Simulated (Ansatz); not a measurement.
## Molecular dynamics, with input and output: Si₆HO₁₂ (part 4 of 4)

The same run, continued: Si₆HO₁₂ (defect cell, 19 atoms in the cell); DFT LDA, scalar-relativistic, plane waves, PAW, PAW set soft_1, spin-polarised (Ansatz 0.2.0); cutoff 420 eV, 1×2×2 k-mesh, Fermi–Dirac smearing of 0.02 eV, collinear spins. The structure derives from an entry of the Crystallography Open Database. It belongs to a series of runs on one base structure; here: dynamics from the start.

Geometry of the input (Å; fractional positions):
```
-2.4686  5.3803  4.4079
2.4686  -5.3803  4.4079
2.4686  5.3803  -4.4079
Si 0.7473  0.7677  0.0198
Si 0.2506  0.2330  -0.0132
Si 0.1578  0.7503  0.9292
Si 0.6552  0.7338  0.4129
Si 0.8398  0.2507  0.0779
Si 0.3436  0.2679  0.5942
O  0.3029  0.9624  0.2385
O  0.7998  0.5666  0.3426
O  0.6934  0.0376  0.7687
O  0.1990  0.4352  0.6640
O  0.9341  0.6687  0.9403
O  0.6829  0.8248  0.2695
O  0.8002  0.0812  0.1432
O  0.5684  0.4936  0.7233
O  0.0640  0.3332  0.0688
O  0.3117  0.1742  0.7350
O  0.1972  0.9197  0.8638
O  0.4304  0.5059  0.2818
H  0.9878  0.0389  0.5447
```

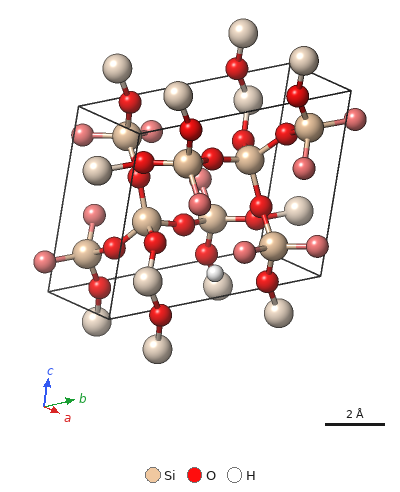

Fig. 1: The geometry at step 165 of the log (ball-and-stick view of the reduced cell, seen slightly off an axis; neighbours outside the cell are drawn fainter).

### Trajectory as extended XYZ, continued
```
19
Lattice="-2.4686 5.3803 4.4079 2.4686 -5.3803 4.4079 2.4686 5.3803 -4.4079" Properties=species:S:1:pos:R:3:forces:R:3 step=122 time_fs=61.0 energy=-10347.83449 temperature=565.9
Si    0.1517    0.2064    6.5906   -2.7371  -0.7330   2.0718
Si   -0.0599   -0.1998    2.1826   -1.2323  -0.4906   0.0901
Si    3.6911    1.7182    0.2115    1.0237   1.7395  -2.0283
Si    1.2017    1.7983    4.1276    1.7514   0.9314  -1.5091
Si   -1.1692    3.5228    4.2488   -1.2627   1.7703  -2.2755
Si    1.2016    3.6041    0.2676    0.5737  -1.0825  -1.5597
O     2.1518   -2.3054    4.7052    0.5789   0.3218   1.2948
O     0.4020    3.2155    4.2214   -0.1567  -0.7945  -0.2457
O     0.3309    7.5956   -0.4221    0.0906   0.5577   0.0783
O     2.2365    2.3356    0.1614   -1.5249   0.1566   0.2685
O     1.7958    6.6730    3.1549    0.2665  -1.9848  -1.0876
O     0.7847    1.0129    5.4086    0.4688  -0.3697   0.2465
O    -1.2807    4.8234    3.1268    0.1659  -2.0113   0.4064
O     1.5268    4.5297    1.4972    0.9530   1.2813   1.6553
O     0.7559   -1.0882    1.0959   -0.5404   0.4293   2.4988
O     1.4709    4.4766   -1.0821    0.7961   0.0500  -0.8506
O     3.7472    0.6234    1.3409    0.6138  -0.4369   0.3948
O     0.9619    0.8476    2.8412    0.0134   0.5153   0.3700
H    -0.0104    7.2913    2.0186    0.1581   0.1502   0.1813
19
Lattice="-2.4686 5.3803 4.4079 2.4686 -5.3803 4.4079 2.4686 5.3803 -4.4079" Properties=species:S:1:pos:R:3:forces:R:3 step=130 time_fs=65.0 energy=-10347.74986 temperature=529.8
Si    0.1464    0.2156    6.5919   -2.3219  -1.0363   2.3477
Si   -0.0408   -0.2219    2.2038   -3.4468   0.4162  -0.3030
Si    3.7014    1.6910    0.2052   -0.5470   3.6648  -2.0522
Si    1.2208    1.8148    4.0964    0.6068  -1.1208  -0.1072
Si   -1.1806    3.5353    4.2184   -1.0052   2.5164  -0.3169
Si    1.2058    3.6008    0.2627   -0.2402  -0.4652  -0.8523
O     2.1459   -2.3215    4.7016    0.7992   0.7435   1.3622
O     0.3987    3.1874    4.2114   -0.9933   0.0004  -0.2899
O     0.3179    7.6199   -0.4112    0.4928   0.4389  -0.1868
O     2.1957    2.3428    0.2009    0.5944  -1.0718   0.0480
O     1.8138    6.6857    3.1695    0.4040  -2.3890  -1.7874
O     0.7895    1.0192    5.4320    1.2381   0.7170  -1.5063
O    -1.2528    4.8168    3.1320   -0.5223  -1.4420  -0.1416
O     1.5132    4.5623    1.4993    0.7524   0.7672   1.2179
O     0.7297   -1.0508    1.1267    1.1339  -1.8162  -0.6135
O     1.4735    4.4740   -1.0828    0.5679   0.0061  -0.6780
O     3.7271    0.6333    1.3169    1.4204  -2.0689   2.2407
O     0.9654    0.7992    2.8390    0.9675   1.9939   1.4889
H     0.0417    7.2391    2.0511    0.0995   0.1457   0.1296
19
Lattice="-2.4686 5.3803 4.4079 2.4686 -5.3803 4.4079 2.4686 5.3803 -4.4079" Properties=species:S:1:pos:R:3:forces:R:3 step=139 time_fs=69.5 energy=-10347.65656 temperature=489.7
Si    0.1263    0.2195    6.6077   -0.3815  -0.7099   0.8715
Si   -0.0411   -0.2435    2.2257   -3.5667   1.7343  -0.5563
Si    3.7097    1.6835    0.1855   -1.2294   3.3953  -0.6747
Si    1.2460    1.8262    4.0608   -0.6014  -2.0668   1.2057
Si   -1.1996    3.5649    4.1824   -0.1233   1.6984   1.5670
Si    1.2089    3.5946    0.2520   -0.6386   0.8659   0.2258
O     2.1480   -2.3312    4.7129    0.6336   0.8441   1.1481
O     0.3834    3.1560    4.1967   -1.5753   0.6733  -0.3838
O     0.3090    7.6523   -0.4012    0.9085   0.3278  -0.4523
O     2.1567    2.3384    0.2458    2.1168  -1.9159  -0.2263
O     1.8382    6.6735    3.1666   -0.0140  -1.7645  -1.1216
O     0.8083    1.0334    5.4428    1.1748   0.4928  -1.2599
O    -1.2277    4.7939    3.1355   -1.2554  -0.0446  -1.2344
O     1.5058    4.6066    1.5146    0.0539  -0.5853  -0.0379
O     0.7133   -1.0294    1.1544    2.1689  -3.1049  -2.5839
O     1.4824    4.4705   -1.0904   -0.0869  -0.5543   0.2665
O     3.7202    0.6225    1.3139    1.4378  -1.5565   1.8344
O     0.9799    0.7668    2.8528    1.0442   2.1266   1.4074
H     0.1164    7.2071    2.1098   -0.0660   0.1441   0.0047
19
Lattice="-2.4686 5.3803 4.4079 2.4686 -5.3803 4.4079 2.4686 5.3803 -4.4079" Properties=species:S:1:pos:R:3:forces:R:3 step=148 time_fs=74.0 energy=-10347.72903 temperature=520.7
Si    0.1039    0.2184    6.6290    2.2161  -0.5844  -1.6065
Si   -0.0646   -0.2535    2.2429   -0.9488   2.3627  -2.0186
Si    3.7099    1.6987    0.1613   -1.0480   1.5674   1.0443
Si    1.2673    1.8244    4.0336   -1.2807  -1.0354   2.4981
Si   -1.2194    3.6057    4.1572    0.7529  -0.2602   2.9612
Si    1.2081    3.5939    0.2428   -0.1565   1.1736   1.2058
O     2.1577   -2.3311    4.7381    0.2132   0.5648   0.7364
O     0.3500    3.1321    4.1773   -1.1842   0.6199  -0.5232
O     0.3106    7.6885   -0.3967    0.6621  -0.0070  -0.6997
O     2.1420    2.3122    0.2879    2.1271  -1.3976  -0.4702
O     1.8617    6.6409    3.1515   -1.0542  -0.0232   0.9362
O     0.8409    1.0530    5.4393    0.5261  -0.4398   0.0899
O    -1.2176    4.7709    3.1236   -1.6360   1.6710  -2.5166
O     1.4991    4.6439    1.5296   -0.6450  -1.8158  -1.2013
O     0.7215   -1.0435    1.1539    1.4286  -2.0827  -1.4377
O     1.4901    4.4602   -1.0948   -0.7532  -1.1883   1.2238
O     3.7305    0.5941    1.3318    1.0327   0.2523   0.0181
O     1.0059    0.7585    2.8822    0.0032   0.4551  -0.1291
H     0.1778    7.2035    2.1696   -0.2555   0.1675  -0.1106
19
Lattice="-2.4686 5.3803 4.4079 2.4686 -5.3803 4.4079 2.4686 5.3803 -4.4079" Properties=species:S:1:pos:R:3:forces:R:3 step=157 time_fs=78.5 energy=-10347.71184 temperature=513.5
Si    0.0960    0.2129    6.6395    3.2800  -0.6954  -3.4684
Si   -0.0947   -0.2478    2.2466    1.6213   1.6839  -2.6697
Si    3.7032    1.7250    0.1438   -0.3142   0.1169   1.8501
Si    1.2802    1.8159    4.0236   -1.2955   0.7896   3.3592
Si   -1.2342    3.6452    4.1513    1.2980  -1.3654   2.4673
Si    1.2065    3.6005    0.2420    0.6273   0.2325   2.1068
O     2.1699   -2.3242    4.7723   -0.2441   0.1085   0.3668
O     0.3029    3.1153    4.1516   -0.0500   0.1224  -0.5846
O     0.3195    7.7243   -0.4007   -0.3138  -0.6318  -0.9148
O     2.1521    2.2698    0.3244    0.9488   0.0331  -0.6488
O     1.8725    6.6077    3.1474   -1.8696   1.4213   2.4534
O     0.8801    1.0675    5.4364   -0.0390  -1.0296   1.0297
O    -1.2268    4.7666    3.0825   -1.3381   1.8117  -2.3586
O     1.4852    4.6600    1.5307   -0.6916  -2.0759  -1.5596
O     0.7464   -1.0820    1.1371   -0.0376  -0.0814   1.0820
O     1.4896    4.4362   -1.0857   -0.5537  -0.9741   0.7402
O     3.7531    0.5682    1.3504    0.3301   1.6458  -1.4086
O     1.0321    0.7556    2.9100   -1.0279  -1.3004  -1.7005
H     0.1915    7.2323    2.2093   -0.3306   0.1883  -0.1420
19
Lattice="-2.4686 5.3803 4.4079 2.4686 -5.3803 4.4079 2.4686 5.3803 -4.4079" Properties=species:S:1:pos:R:3:forces:R:3 step=165 time_fs=82.5 energy=-10347.86839 temperature=580.7
Si    0.1068    0.2046    6.6295    1.5687   0.3739  -3.6946
Si   -0.1131   -0.2330    2.2352    2.4999   0.3538  -1.5195
Si    3.6953    1.7497    0.1387    0.6035  -0.5137   2.0380
Si    1.2840    1.8121    4.0336   -1.1830   1.3405   2.7852
Si   -1.2401    3.6731    4.1600    1.3203  -1.1831   0.3770
Si    1.2083    3.6079    0.2531    0.8559  -0.9786   2.4046
O     2.1786   -2.3167    4.8067   -0.4990  -0.2020   0.1773
O     0.2600    3.1018    4.1229    1.0319  -0.2815  -0.4989
O     0.3246    7.7499   -0.4135   -1.1346  -1.0215  -0.9754
O     2.1710    2.2317    0.3504   -0.4655   1.2267  -0.6649
O     1.8642    6.5909    3.1666   -1.4605   0.9627   1.6772
O     0.9149    1.0705    5.4435   -0.3331  -1.0567   1.1761
O    -1.2482    4.7800    3.0230   -0.2211   0.0475  -0.3435
O     1.4663    4.6539    1.5165   -0.0286  -1.2768  -0.9214
O     0.7690   -1.1182    1.1319   -0.9453   1.2719   2.7123
O     1.4838    4.4054   -1.0706    0.2835  -0.0368  -0.8679
O     3.7768    0.5611    1.3535   -0.3714   2.2202  -2.0457
O     1.0456    0.7414    2.9189   -1.2659  -1.4203  -1.7163
H     0.1520    7.2880    2.2224   -0.2557   0.1737  -0.0995
19
Lattice="-2.4686 5.3803 4.4079 2.4686 -5.3803 4.4079 2.4686 5.3803 -4.4079" Properties=species:S:1:pos:R:3:forces:R:3 step=174 time_fs=87.0 energy=-10348.01303 temperature=642.9
Si    0.1277    0.1985    6.5948   -1.8981   2.1154  -2.6857
Si   -0.1181   -0.2143    2.2128    2.0560  -0.8166   0.0710
Si    3.6905    1.7743    0.1463    1.3766  -0.6606   1.9817
Si    1.2806    1.8157    4.0620   -1.1210   0.4872   0.8485
Si   -1.2385    3.6968    4.1721    0.5759  -0.7916  -1.2253
Si    1.2156    3.6095    0.2805    0.5863  -2.1544   1.1310
O     2.1828   -2.3104    4.8475   -0.4901  -0.2459   0.0759
O     0.2238    3.0835    4.0850    1.7265  -0.4507  -0.2338
O     0.3177    7.7676   -0.4388   -1.3448  -0.8049  -0.7544
O     2.1865    2.2031    0.3720   -1.7464   2.0378  -0.5507
O     1.8391    6.5817    3.2055   -0.2375  -0.5198  -0.6347
O     0.9503    1.0622    5.4643   -0.3786  -0.5646   0.5535
O    -1.2735    4.7942    2.9538    1.5323  -2.2639   2.3468
O     1.4454    4.6336    1.4912    1.0039   0.3822   0.5958
O     0.7842   -1.1451    1.1558   -1.0171   1.5166   2.4957
O     1.4807    4.3704   -1.0638    0.9086   0.7018  -2.0030
O     3.7994    0.5779    1.3341   -0.6418   1.9104  -1.7705
O     1.0470    0.7110    2.9110   -0.8036  -0.0134  -0.2367
H     0.0630    7.3819    2.2202   -0.0870   0.1349  -0.0051
19
Lattice="-2.4686 5.3803 4.4079 2.4686 -5.3803 4.4079 2.4686 5.3803 -4.4079" Properties=species:S:1:pos:R:3:forces:R:3 step=183 time_fs=91.5 energy=-10348.06933 temperature=667.0
Si    0.1366    0.2057    6.5423   -3.4174   1.7934  -0.0305
Si   -0.1095   -0.2005    2.1905    0.4617  -0.9277   0.8539
Si    3.6947    1.7946    0.1672    1.1891  -0.3381   1.1913
Si    1.2695    1.8226    4.0965   -0.8346  -0.6120  -1.0088
Si   -1.2331    3.7148    4.1768   -0.4812  -0.7605  -1.0102
Si    1.2270    3.5965    0.3150    0.1657  -2.4981  -1.4302
O     2.1813   -2.3068    4.8893   -0.2088   0.0312  -0.0124
O     0.2075    3.0602    4.0444    1.4392  -0.1802   0.1901
O     0.2951    7.7760   -0.4731   -0.8283  -0.1191  -0.2579
O     2.1820    2.1985    0.3870   -1.7615   2.0346  -0.4717
O     1.8106    6.5670    3.2374    0.5635  -1.2100  -2.2410
O     0.9815    1.0474    5.4913   -0.0086   0.3246  -0.6270
O    -1.2820    4.7829    2.9111    1.5808  -2.5326   3.0191
O     1.4362    4.6178    1.4730    1.5894   1.8453   1.8313
O     0.7879   -1.1547    1.2080   -0.1558   0.4900   0.2148
O     1.4879    4.3431   -1.0796    0.8029   0.5846  -1.4172
O     3.8150    0.6169    1.2945   -0.0792   0.4287  -0.2219
O     1.0389    0.6804    2.9002   -0.0805   1.5441   1.3408
H    -0.0433    7.5022    2.2169    0.0634   0.1017   0.0874
19
Lattice="-2.4686 5.3803 4.4079 2.4686 -5.3803 4.4079 2.4686 5.3803 -4.4079" Properties=species:S:1:pos:R:3:forces:R:3 step=191 time_fs=95.5 energy=-10347.99940 temperature=636.9
Si    0.1257    0.2222    6.4952   -2.5317   0.1564   3.0501
Si   -0.0988   -0.1935    2.1753   -0.8106  -0.4151   1.2671
Si    3.7051    1.8106    0.1925    0.3747   0.1968  -0.5825
Si    1.2548    1.8256    4.1218   -0.2577  -1.1554  -2.0498
Si   -1.2307    3.7261    4.1752   -0.9752  -1.2559  -0.3524
Si    1.2381    3.5712    0.3383   -0.2653  -1.1921  -2.6879
O     2.1777   -2.3033    4.9262    0.1164   0.3894  -0.1370
O     0.2075    3.0378    4.0102    0.4764   0.4066   0.6066
O     0.2665    7.7818   -0.5063   -0.1548   0.4173   0.2258
O     2.1608    2.2147    0.3953   -0.4682   1.1064  -0.4509
O     1.7903    6.5425    3.2444    0.5960  -0.8029  -2.2167
O     1.0092    1.0371    5.5096    0.4484   0.9312  -1.3393
O    -1.2743    4.7483    2.9025    0.1438  -0.9167   1.7408
O     1.4436    4.6210    1.4738    1.2551   1.6902   1.3612
O     0.7894   -1.1580    1.2575    0.7661  -0.5923  -1.8832
O     1.5023    4.3247   -1.1081    0.3749   0.1972  -0.2684
O     3.8279    0.6562    1.2567    0.5446  -1.3938   1.6398
O     1.0303    0.6680    2.9031    0.2412   2.1732   1.9563
H    -0.1292    7.6256    2.2271    0.1259   0.0592   0.1207
19
Lattice="-2.4686 5.3803 4.4079 2.4686 -5.3803 4.4079 2.4686 5.3803 -4.4079" Properties=species:S:1:pos:R:3:forces:R:3 step=200 time_fs=100.0 energy=-10347.63949 temperature=482.4
Si    0.0980    0.2422    6.4620   -0.1303  -0.5046   4.7625
Si   -0.0913   -0.1883    2.1667   -0.7512   0.0014   1.6056
Si    3.7192    1.8299    0.2165   -0.4683   0.3530  -2.5588
Si    1.2369    1.8217    4.1371    0.5147  -1.0030  -2.4988
Si   -1.2341    3.7302    4.1711   -0.9561  -2.2147   0.2878
Si    1.2486    3.5365    0.3477   -1.0530   2.0713  -2.4076
O     2.1751   -2.2949    4.9661    0.3450   0.6351  -0.3540
O     0.2123    3.0175    3.9788   -0.6568   1.0707   0.9637
O     0.2326    7.7931   -0.5411    0.4340   0.6638   0.6183
O     2.1332    2.2440    0.3996    1.7550  -0.9593  -0.3667
O     1.7738    6.5067    3.2283    0.1476   0.3749  -0.9042
O     1.0449    1.0354    5.5159    0.2758   0.6364  -0.7305
O    -1.2644    4.7000    2.9118   -1.1333   1.1975  -0.0854
O     1.4650    4.6418    1.4884   -0.0722  -0.2327  -0.6468
O     0.7996   -1.1680    1.2922    1.1566  -0.9194  -2.7745
O     1.5226    4.3061   -1.1428   -0.1559  -0.1761   0.8434
O     3.8485    0.6842    1.2330    0.7260  -2.5607   2.7562
O     1.0228    0.6779    2.9279   -0.1018   1.6172   1.4013
H    -0.2036    7.7739    2.2596    0.1242  -0.0509   0.0884
```
